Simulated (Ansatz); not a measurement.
# O: what the fields show

```
O
1.0
     3.46925    0.00000    0.00000
     0.00000    3.46925    0.00000
     0.00000    0.00000    2.91065
O
4
Cartesian
  0.0000 0.0000 0.0000
  1.7346 1.7346 1.4553
  0.0000 1.7346 0.7277
  1.7346 0.0000 2.1830
```

Space group I4₁/amd; a structure generated by program, which may or may not match a known phase.

Computed with DFT PBE, scalar-relativistic, plane waves, PAW in Ansatz.

The density is the valence pseudo-density of a PAW calculation; it isn't the true density close to the nuclei.

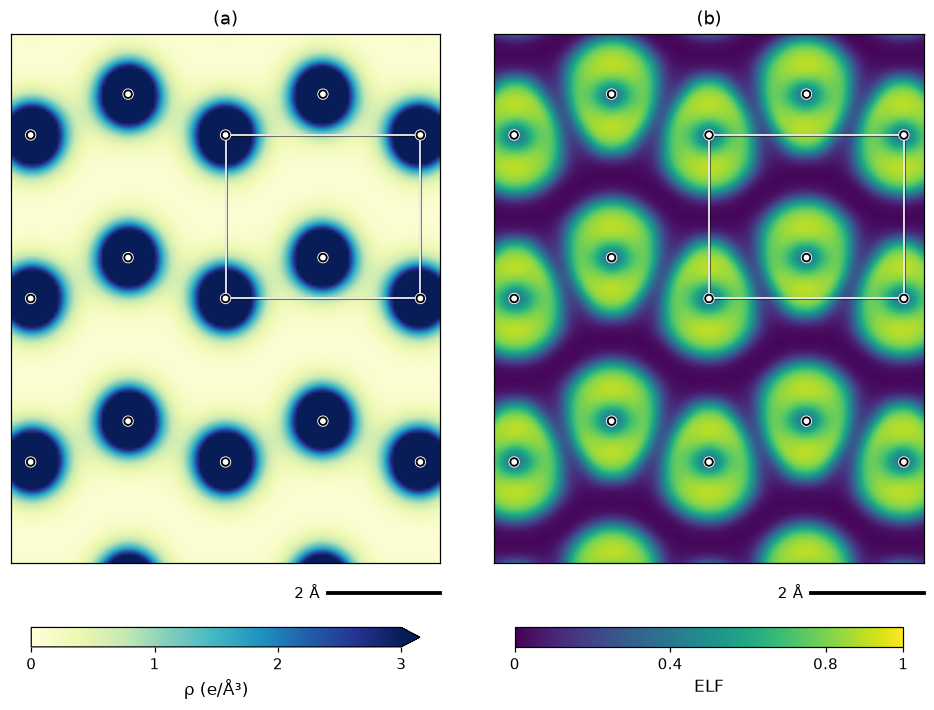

Figure 1. (a) valence charge density (pseudo); (b) electron localisation function on the (100) plane of the conventional cell. Circles mark the nuclei in the plane (O).

What do the fields say about this system?

Answer.
- The section cuts through O sites.
- O–O (1.88 Å): the density is about 0.63 e/Å³ at the midpoint; the ELF peaks at about 0.80 in the valence shell of O, 0.5 Å from its nucleus, and drops to about 0.30 between the two atoms.
- Between the atoms the lowest density in this plane is 0.06 e/Å³.

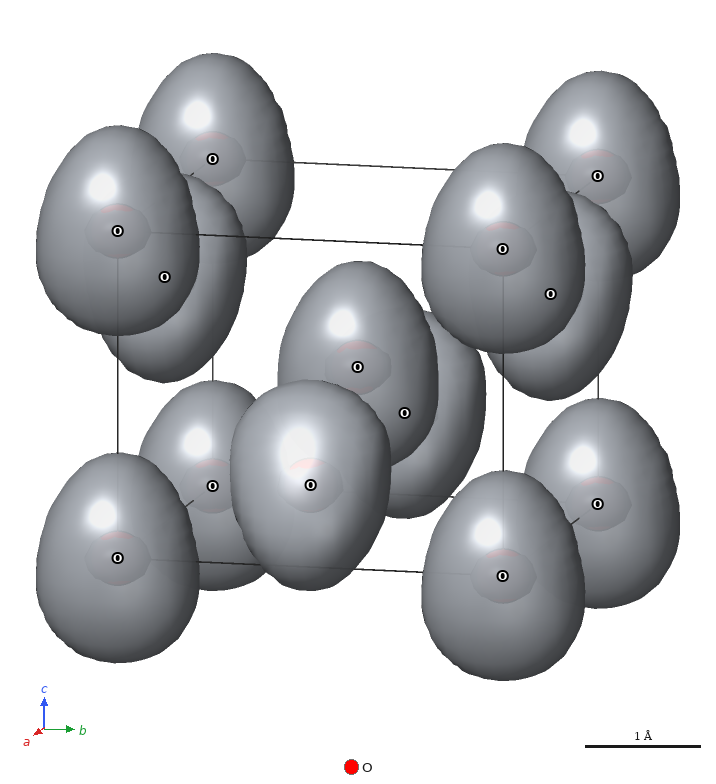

Figure 2. Isosurface of the electron localisation function at 0.65 (grey), seen slightly off an axis. Core shells and regions of very low density are left out.

What do the ELF domains correspond to?

Answer. The ELF exceeds this value in four regions wrapped around O (the valence shell of each), counted in one cell of 4 atoms. Any copies at cell faces, edges or corners count once.

Does the calculation make it a metal, or give it a gap?

Answer. It is metallic or semimetallic at this level of theory: no gap opens.
